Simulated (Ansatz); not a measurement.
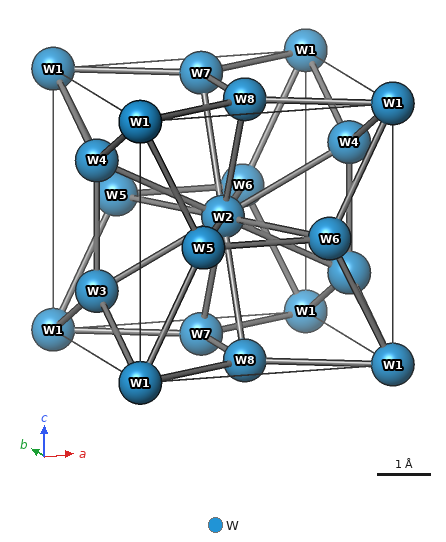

Fig. 1: The input geometry (ball-and-stick view of the cell of the calculation, seen slightly off an axis; atoms are numbered from 1 in the order of the input). Near neighbours in the crystal (not all of them lie inside the picture): W has 12 W at 2.84 Å; W has 6 W at 2.54 to 2.84 Å.

**Geometry relaxation of W (part 1 of 3)**

- system: W (8 atoms in the cell)
- method: DFT, PBE, plane waves, PAW, no spin polarisation (Ansatz 0.2.0)

The structure derives from an entry of the Crystallography Open Database. Figures and captions count atoms from 1; the log counts them from 0 in places.

## What the program printed
```
Warning: basis.ecutwfc = 240 eV is below the records' recommended 420 eV, and the density's cutoff is lower with it unless basis.ecutrho_ratio is high enough to keep the records' density cutoff: compare with a run at a higher cutoff
band count auto-derived: 69 (N_el = 112.0; filled up to band 56; 68 by the electrons, moments and atoms)
Engine: ansatz 0.2.0, aarch64-unknown-linux-gnu
Pseudopotentials: kind: paw
Pseudopotential: W, paw, valence charge 14, recommended cutoff 420 eV (normal), W.paw.azcp
Functional definition: PBE
  parameter kappa = 0.804
  parameter beta = 0.06672455060314922
  exchange = pbe_x(kappa = kappa, mu = beta*pi^2/3)
  correlation = pbe_c(beta = beta)
Crystal: 8 atoms, lattice volume = 131.566 Å³
Basis set: ecut = 240 eV, 1141 PW (Γ), exchange–correlation on 54×54×54 points (8 copies of the dense FFT grid, shifted against one another)
Bands: 69, of which v1, the nominal top of the filled ones, is band 56 counted from 1 (55 counted from 0)
Symmetry: 48 space group operations
Space group: Pm-3n (ITA 223), of the structure as read, at distance tolerance 5.1e-5 Å
k-points: 35 of 512
Non-local potential: W, projectors of the file, l = 0: 3, l = 1: 2, l = 2: 2, l = 3: 1
PAW form: soft (Blöchl's): semilocal exchange-correlation on the pseudo side does not see the compensation charge
PAW one-centre angular grid: W, 590 points (default); XC on 64 Gauss nodes
Initial density: superposition of atomic densities (neutral atoms: chi_scale 0, normalization atom), corrected by the library's trained network
Initial wavefunctions: pseudopotential atomic-orbital guess
Functional: x = pbe(κ = 0.804, μ = 0.2195149727645171), c = pbe(β = 0.06672455060314922)
SCF iter   1: F=—  HF=-83071.923342 eV  |F-HF|=—  |Δ(HF+E_count)|=         —  Δρ=2.52e-2  dr2=3.05e-1  ethr=1.77e-3  ⟨swp⟩=4.1  Hψ=8516  notcnv=0
preconditioner: auto → Kerker (q_TF=auto, 2.656 Å⁻¹)  [metal: Δε(μ)=0.102 eV  Ē_g=5.143 eV  σ=0.150 eV  W_gap=0.17  n_scr=32 (ndim 8)  ℏωp=22.4 eV  f_vac=0.000  D(μ)=3.14/eV (n_scr^D=18)]
SCF iter   2: F=—  HF=-83071.828753 eV  |F-HF|=—  |Δ(HF+E_count)|=   9.46e-2  Δρ=1.35e-2  dr2=8.31e-2  ethr=2.72e-4  ⟨swp⟩=2.0  Hψ=4761  notcnv=0
SCF iter   3: F=—  HF=-83071.793683 eV  |F-HF|=—  |Δ(HF+E_count)|=   3.51e-2  Δρ=8.62e-4  dr2=3.19e-4  ethr=7.42e-5  ⟨swp⟩=2.0  Hψ=4367  notcnv=0
SCF iter   4: F=—  HF=-83071.793606 eV  |F-HF|=—  |Δ(HF+E_count)|=   7.73e-5  Δρ=6.55e-5  dr2=4.54e-6  ethr=2.85e-7  ⟨swp⟩=2.5  Hψ=3298  notcnv=0
SCF iter   5: F=—  HF=-83071.793595 eV  |F-HF|=—  |Δ(HF+E_count)|=   1.01e-5  Δρ=1.21e-5  dr2=1.25e-7  ethr=4.05e-9  ⟨swp⟩=2.1  Hψ=3380  notcnv=0
SCF iter   6: F=-83071.793596 eV  HF=-83071.793596 eV  |F-HF|=1.89e-10  |Δ(HF+E_count)|=   6.80e-9  Δρ=1.90e-6  dr2=3.01e-9  ethr=8.93e-11  ⟨swp⟩=8.1  Hψ=12952  notcnv=0
SCF 1 converged in 6 iterations: F = -83071.793596 eV  dr2 = 3.01e-9
  greatest PAW one-centre occupation: 1.003 electrons in one spin orbital (limit 2), on the W atom at site 0 (counted from 0), in its partial waves of l = 1
relax step   1: F+E_penalty+E_count = -83071.79359550 eV  Δ(F+E_penalty+E_count) = +0.000e0 eV  max|allowed force component| = 1.156e-17 eV/Å  Δτ_max = 0.0000 Å  P = +0.149 GPa  Ω = 131.566 Å³  (6 SCF iters, dr2 threshold 1.00e-7 eV, accepted)
Crystal: 8 atoms, lattice volume = 131.857 Å³
Initial density: handed on by an earlier stage of this run
Initial wavefunctions: those handed on with the density
iter 1 solved again at ethr=4.87e-8 eV; its pass at ethr=3.10e-3 eV (dr2=5.46e-5 eV) is discarded
SCF iter   1: F=—  HF=-83071.699087 eV  |F-HF|=—  |Δ(HF+E_count)|=         —  Δρ=2.40e-4  dr2=3.52e-5  ethr=4.87e-8  ⟨swp⟩=2.0  Hψ=10071  notcnv=0
preconditioner: auto → Kerker (q_TF=auto, 2.655 Å⁻¹)  [metal: Δε(μ)=0.099 eV  Ē_g=5.094 eV  σ=0.150 eV  W_gap=0.16  n_scr=32 (ndim 8)  ℏωp=22.4 eV  f_vac=0.000  D(μ)=3.19/eV (n_scr^D=18)]
SCF iter   2: F=—  HF=-83071.699068 eV  |F-HF|=—  |Δ(HF+E_count)|=   1.89e-5  Δρ=1.29e-4  dr2=9.81e-6  ethr=3.14e-8  ⟨swp⟩=2.0  Hψ=4349  notcnv=0
SCF iter   3: F=—  HF=-83071.699064 eV  |F-HF|=—  |Δ(HF+E_count)|=   3.89e-6  Δρ=1.03e-5  dr2=7.60e-8  ethr=8.76e-9  ⟨swp⟩=2.0  Hψ=4380  notcnv=0
iter 4 did not close the SCF: its close was put off for the readings that it lacked (scf_convergence_deferred on its scf_iter line)
SCF iter   4: F=-83071.699064 eV  HF=-83071.699064 eV  |F-HF|=3.35e-10  |Δ(HF+E_count)|=   2.00e-8  Δρ=1.15e-6  dr2=1.35e-9  ethr=6.78e-11  ⟨swp⟩=1.9  Hψ=3116  notcnv=0
iter 5 did not close the SCF: its close was put off for the readings that it lacked (scf_convergence_deferred on its scf_iter line)
SCF iter   5: F=-83071.699064 eV  HF=-83071.699064 eV  |F-HF|=0.00e0  |Δ(HF+E_count)|=  2.04e-10  Δρ=2.32e-7  dr2=5.14e-11  ethr=1.21e-12  ⟨swp⟩=2.3  Hψ=3426  notcnv=0
SCF iter   6: F=-83071.699064 eV  HF=-83071.699064 eV  |F-HF|=1.46e-11  |Δ(HF+E_count)|=  2.91e-11  Δρ=3.49e-8  dr2=1.39e-12  ethr=1.00e-12  ⟨swp⟩=4.0  Hψ=9682  notcnv=0
SCF 2 converged in 6 iterations: F = -83071.699064 eV  dr2 = 1.39e-12
relax step   2: F+E_penalty+E_count = -83071.69906424 eV  Δ(F+E_penalty+E_count) = +9.453e-2 eV  max|allowed force component| = 2.935e-17 eV/Å  Δτ_max = 0.0000 Å  P = -1.100 GPa  Ω = 131.857 Å³  energy of the carried Pulay correction = -9.367e-2 eV  (6 SCF iters, rejected (line search))
Crystal: 8 atoms, lattice volume = 131.601 Å³
iter 1 solved again at ethr=3.71e-8 eV; its pass at ethr=3.10e-3 eV (dr2=4.16e-5 eV) is discarded
SCF iter   1: F=—  HF=-83071.782459 eV  |F-HF|=—  |Δ(HF+E_count)|=         —  Δρ=2.12e-4  dr2=2.72e-5  ethr=3.71e-8  ⟨swp⟩=2.0  Hψ=10152  notcnv=0
preconditioner: auto → Kerker (q_TF=auto, 2.656 Å⁻¹)  [metal: Δε(μ)=0.098 eV  Ē_g=5.104 eV  σ=0.150 eV  W_gap=0.16  n_scr=32 (ndim 8)  ℏωp=22.4 eV  f_vac=0.000  D(μ)=3.18/eV (n_scr^D=18)]
SCF iter   2: F=—  HF=-83071.782454 eV  |F-HF|=—  |Δ(HF+E_count)|=   5.46e-6  Δρ=1.14e-4  dr2=7.55e-6  ethr=2.42e-8  ⟨swp⟩=2.0  Hψ=4342  notcnv=0
SCF iter   3: F=—  HF=-83071.782440 eV  |F-HF|=—  |Δ(HF+E_count)|=   1.42e-5  Δρ=9.11e-6  dr2=5.80e-8  ethr=6.74e-9  ⟨swp⟩=2.0  Hψ=4380  notcnv=0
SCF iter   4: F=—  HF=-83071.782440 eV  |F-HF|=—  |Δ(HF+E_count)|=   1.51e-8  Δρ=9.93e-7  dr2=9.84e-10  ethr=5.18e-11  ⟨swp⟩=1.9  Hψ=3071  notcnv=0
SCF iter   5: F=—  HF=-83071.782440 eV  |F-HF|=—  |Δ(HF+E_count)|=  1.89e-10  Δρ=2.00e-7  dr2=3.84e-11  ethr=1.00e-12  ⟨swp⟩=2.1  Hψ=3274  notcnv=0
SCF iter   6: F=-83071.782440 eV  HF=-83071.782440 eV  |F-HF|=4.37e-11  |Δ(HF+E_count)|=  1.46e-11  Δρ=2.96e-8  dr2=9.88e-13  ethr=1.00e-12  ⟨swp⟩=4.9  Hψ=9008  notcnv=0
SCF 3 converged in 6 iterations: F = -83071.782440 eV  dr2 = 9.88e-13
relax step   3: F+E_penalty+E_count = -83071.78243970 eV  Δ(F+E_penalty+E_count) = +1.116e-2 eV  max|allowed force component| = 1.576e-17 eV/Å  Δτ_max = 0.0000 Å  P = -0.000 GPa  Ω = 131.601 Å³  energy of the carried Pulay correction = -1.117e-2 eV  (6 SCF iters, accepted)
Initial wavefunctions: pseudopotential atomic-orbital guess (no wavefunctions were taken with the density)
iter 1 solved again at ethr=4.10e-9 eV; its pass at ethr=3.10e-3 eV (dr2=4.59e-6 eV) is discarded
SCF iter   1: F=—  HF=-83071.828015 eV  |F-HF|=—  |Δ(HF+E_count)|=         —  Δρ=1.28e-4  dr2=8.63e-6  ethr=4.10e-9  ⟨swp⟩=3.9  Hψ=15849  notcnv=0
preconditioner: auto → Kerker (q_TF=auto, 2.656 Å⁻¹)  [metal: Δε(μ)=0.091 eV  Ē_g=5.104 eV  σ=0.150 eV  W_gap=0.15  n_scr=32 (ndim 8)  ℏωp=22.4 eV  f_vac=0.000  D(μ)=3.18/eV (n_scr^D=18)]
SCF iter   2: F=—  HF=-83071.828003 eV  |F-HF|=—  |Δ(HF+E_count)|=   1.18e-5  Δρ=6.84e-5  dr2=2.33e-6  ethr=4.10e-9  ⟨swp⟩=2.1  Hψ=4389  notcnv=0
SCF iter   3: F=—  HF=-83071.828002 eV  |F-HF|=—  |Δ(HF+E_count)|=   1.07e-6  Δρ=4.46e-6  dr2=9.60e-9  ethr=2.08e-9  ⟨swp⟩=2.0  Hψ=4362  notcnv=0
SCF iter   4: F=—  HF=-83071.828002 eV  |F-HF|=—  |Δ(HF+E_count)|=   3.23e-9  Δρ=4.10e-7  dr2=1.76e-10  ethr=8.57e-12  ⟨swp⟩=2.2  Hψ=3323  notcnv=0
SCF iter   5: F=—  HF=-83071.828002 eV  |F-HF|=—  |Δ(HF+E_count)|=  5.82e-11  Δρ=6.53e-8  dr2=4.24e-12  ethr=1.00e-12  ⟨swp⟩=1.0  Hψ=2415  notcnv=0
iter 6 did not close the SCF: its close was put off for the readings that it lacked (scf_convergence_deferred on its scf_iter line)
SCF iter   6: F=-83071.828002 eV  HF=-83071.828002 eV  |F-HF|=2.91e-11  |Δ(HF+E_count)|=  1.46e-11  Δρ=1.11e-8  dr2=1.07e-13  ethr=1.00e-12  ⟨swp⟩=1.0  Hψ=2415  notcnv=0
iter 7 did not close the SCF: its close was put off for the readings that it lacked (scf_convergence_deferred on its scf_iter line)
SCF iter   7: F=-83071.828002 eV  HF=-83071.828002 eV  |F-HF|=0.00e0  |Δ(HF+E_count)|=    0.00e0  Δρ=1.73e-9  dr2=3.60e-15  ethr=1.00e-12  ⟨swp⟩=1.0  Hψ=2415  notcnv=0
iter 8 did not close the SCF: its close was put off for the readings that it lacked (scf_convergence_deferred on its scf_iter line)
SCF iter   8: F=-83071.828002 eV  HF=-83071.828002 eV  |F-HF|=0.00e0  |Δ(HF+E_count)|=  1.46e-11  Δρ=3.85e-10  dr2=1.39e-16  ethr=1.00e-12  ⟨swp⟩=1.0  Hψ=2415  notcnv=0
iter 9 did not close the SCF: its close was put off for the readings that it lacked (scf_convergence_deferred on its scf_iter line)
SCF iter   9: F=-83071.828002 eV  HF=-83071.828002 eV  |F-HF|=4.37e-11  |Δ(HF+E_count)|=  1.46e-11  Δρ=5.72e-11  dr2=3.28e-18  ethr=1.00e-12  ⟨swp⟩=1.0  Hψ=2415  notcnv=0
SCF iter  10: F=-83071.828002 eV  HF=-83071.828002 eV  |F-HF|=1.46e-11  |Δ(HF+E_count)|=  1.46e-11  Δρ=1.12e-11  dr2=2.39e-19  ethr=1.00e-12  ⟨swp⟩=1.1  Hψ=4972  notcnv=0
SCF 4 converged in 10 iterations: F = -83071.828002 eV  dr2 = 2.39e-19
relax step   4: F+E_penalty+E_count = -83071.82800186 eV  Δ(F+E_penalty+E_count) = -4.556e-2 eV  max|allowed force component| = 1.532e-17 eV/Å  Δτ_max = 0.0000 Å  P = +0.046 GPa  Ω = 131.601 Å³  stress off target by 4.63e-2 GPa  SCF on the basis re-selected at this cell (its energy is not comparable with the rows above)  (10 SCF iters)
basis re-selected at this cell: Δ(F+E_penalty+E_count) = -4.556e-2 eV, ΔP = +0.046 GPa vs the last step (what re-selecting the basis moved, of the pressure what is left beyond the Pulay correction that the steps carried, after the strain that the cell walked since its last selection, with what the two solves' SCF thresholds leave and, on support functions, any second-order correction that the steps lacked; it is no measure of the basis error at this ecutwfc). This SCF's stress stands 4.63e-2 GPa from its target on what of the cell is left free (relax.cell.stress_tol is 1.00e-2 GPa) and its largest allowed force component is 1.53e-17 eV/Å (relax.f_tol is 1.00e-3 eV/Å): not within both, so this SCF does not close the relaxation
Crystal: 8 atoms, lattice volume = 131.612 Å³
iter 1 solved again at ethr=6.50e-11 eV; its pass at ethr=3.10e-3 eV (dr2=7.28e-8 eV) is discarded
SCF iter   1: F=—  HF=-83071.824561 eV  |F-HF|=—  |Δ(HF+E_count)|=         —  Δρ=8.85e-6  dr2=4.70e-8  ethr=6.50e-11  ⟨swp⟩=2.0  Hψ=10115  notcnv=0
SCF iter   2: F=—  HF=-83071.824552 eV  |F-HF|=—  |Δ(HF+E_count)|=   8.96e-6  Δρ=4.76e-6  dr2=1.34e-8  ethr=4.20e-11  ⟨swp⟩=2.1  Hψ=4380  notcnv=0
iter 3 did not close the SCF: its close was put off for the readings that it lacked (scf_convergence_deferred on its scf_iter line)
SCF iter   3: F=-83071.824552 eV  HF=-83071.824552 eV  |F-HF|=5.82e-11  |Δ(HF+E_count)|=   5.25e-9  Δρ=3.71e-7  dr2=9.82e-11  ethr=1.20e-11  ⟨swp⟩=2.0  Hψ=4371  notcnv=0
iter 4 did not close the SCF: its close was put off for the readings that it lacked (scf_convergence_deferred on its scf_iter line)
SCF iter   4: F=-83071.824552 eV  HF=-83071.824552 eV  |F-HF|=4.37e-11  |Δ(HF+E_count)|=    0.00e0  Δρ=6.25e-8  dr2=3.82e-12  ethr=1.00e-12  ⟨swp⟩=1.0  Hψ=2415  notcnv=0
iter 5 did not close the SCF: its close was put off for the readings that it lacked (scf_convergence_deferred on its scf_iter line)
SCF iter   5: F=-83071.824552 eV  HF=-83071.824552 eV  |F-HF|=1.46e-11  |Δ(HF+E_count)|=  1.46e-11  Δρ=1.36e-8  dr2=1.58e-13  ethr=1.00e-12  ⟨swp⟩=1.0  Hψ=2415  notcnv=0
iter 6 did not close the SCF: its close was put off for the readings that it lacked (scf_convergence_deferred on its scf_iter line)
SCF iter   6: F=-83071.824552 eV  HF=-83071.824552 eV  |F-HF|=2.91e-11  |Δ(HF+E_count)|=  2.91e-11  Δρ=1.89e-9  dr2=4.00e-15  ethr=1.00e-12  ⟨swp⟩=1.0  Hψ=2415  notcnv=0
SCF iter   7: F=-83071.824552 eV  HF=-83071.824552 eV  |F-HF|=1.46e-11  |Δ(HF+E_count)|=    0.00e0  Δρ=4.49e-10  dr2=1.98e-16  ethr=1.00e-12  ⟨swp⟩=2.0  Hψ=5773  notcnv=0
SCF 5 converged in 7 iterations: F = -83071.824552 eV  dr2 = 1.98e-16
relax step   5: F+E_penalty+E_count = -83071.82455177 eV  Δ(F+E_penalty+E_count) = +3.450e-3 eV  max|allowed force component| = 6.014e-17 eV/Å  Δτ_max = 0.0000 Å  P = +0.007 GPa  Ω = 131.612 Å³  energy of the carried Pulay correction = -3.452e-3 eV  (7 SCF iters, accepted)
iter 1 solved again at ethr=1.48e-9 eV; its pass at ethr=3.10e-3 eV (dr2=1.66e-6 eV) is discarded
```
